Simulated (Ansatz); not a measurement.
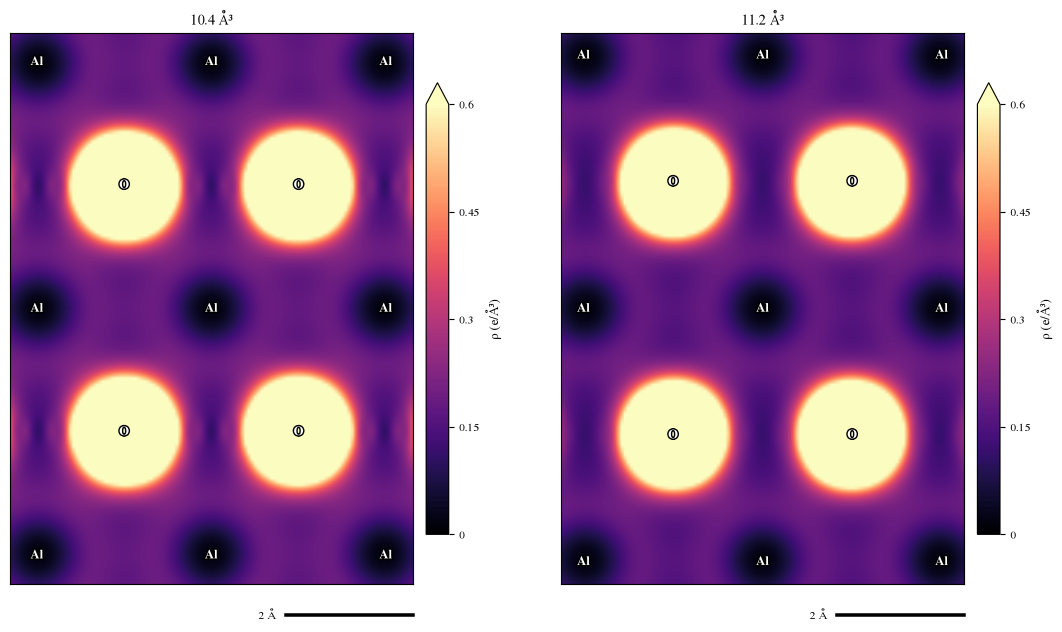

AlO. The valence charge density (pseudo) of cells scaled evenly to different volumes (given per atom above each panel), on the (101) plane of each (indices in the axes of the cell below), at one length scale and on one colour scale.

A generated structure, not necessarily the stable one.

The calculation used Kohn-Sham DFT of a periodic cell, PBE, PseudoDojo standard (Ansatz 0.2.0).

The largest cell:

```cif
data_structure
_symmetry_space_group_name_H-M 'P 1'
_symmetry_Int_Tables_number 1
_cell_length_a 2.8235
_cell_length_b 2.8235
_cell_length_c 2.8235
_cell_angle_alpha 90.000
_cell_angle_beta 90.000
_cell_angle_gamma 90.000
_cell_volume 22.51
loop_
_atom_site_label
_atom_site_type_symbol
_atom_site_fract_x
_atom_site_fract_y
_atom_site_fract_z
_atom_site_occupancy
Al1 Al 0.50000 0.50000 0.50000 1
O1 O 0.00000 0.00000 0.00000 1
```

| volume (Å³/atom) | Al–O contact in the plane (Å) | ρ at its midpoint (e/Å³) | pressure (GPa) | 
| --- | --- | --- | --- |
| 10.41 | 2.382 | 0.255 | 2.3 | 
| 10.62 | 2.398 | ? | ? | 
| 11.25 | 2.445 | 0.229 | −7.2 | 

### What values belong in the row with question marks?

Over the known rows ln ρ falls by 1.71 per Å of Al–O distance (the line through the two), which gives 0.248 e/Å³ at 2.398 Å; the calculation gives 0.248 e/Å³. For the pressure, a straight line in volume between the neighbouring rows gives −0.1 GPa; the calculation gives −0.5, lower because pressure rises ever faster on compression.
